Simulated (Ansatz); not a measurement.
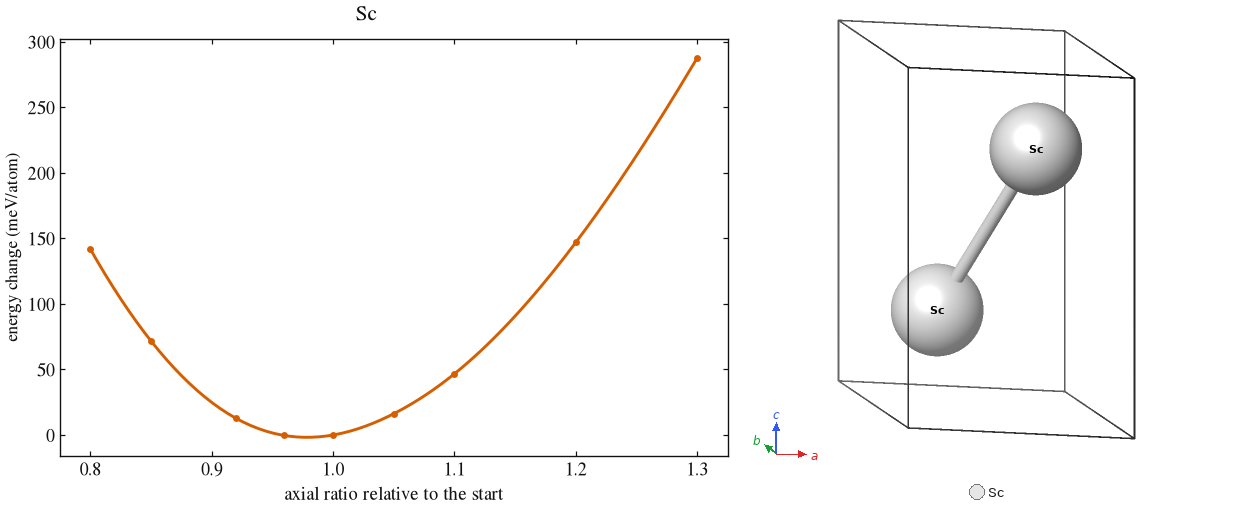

The picture above shows the energy change against relative axial ratio for Sc, space group P6_3/mmc (No. 194). The cell is drawn beside the plot.

Starting cell:
```yaml
crystal:
  lattice:
    - [3.30880, 0.00000, 0.00000]
    - [-1.65440, 2.86550, 0.00000]
    - [0.00000, 0.00000, 5.26800]
  atoms:
    - { symbol: Sc, position: [0.33333, 0.66667, 0.25000] }
    - { symbol: Sc, position: [0.66667, 0.33333, 0.75000] }
```

How it was computed, with Ansatz 0.2.0: deformation of a crystal at fixed volume, lengths along the axis scaled against those across it, fractional coordinates fixed, by plane-wave density functional theory with PAW datasets, free energies less that of the undisturbed cell, pressure positive in compression; scalar-relativistic. Level: PBE, no spin polarisation.

- wave cutoff: 420 eV
- k mesh: 18×18×10
- occupations: Gaussian
- smearing width: 0.15 eV
- k shift: (0, 0, 0) (mesh steps)
- start: as given
- path: axial
- axis direction: (0, 0, 1) (Cartesian unit vector)

From this curve and the settings, what does the calculation give for the pressure at the same points?

The pressure goes from −0.278 GPa at relative axial ratio 0.80 to 1.080 GPa at 1.30, not monotonically, with a low of −0.707 GPa at 0.92, and changes sign near 1.16.

```csv
axial ratio relative to the start,pressure (GPa)
0.80,-0.278
0.85,-0.549
0.92,-0.707
0.96,-0.697
1.00,-0.618
1.05,-0.426
1.10,-0.247
1.20,0.154
1.30,1.080
```

Note: reference crystal is not relaxed; shape and atomic fractions are frozen while scaling, which makes layered, chain and framework solids too stiff.
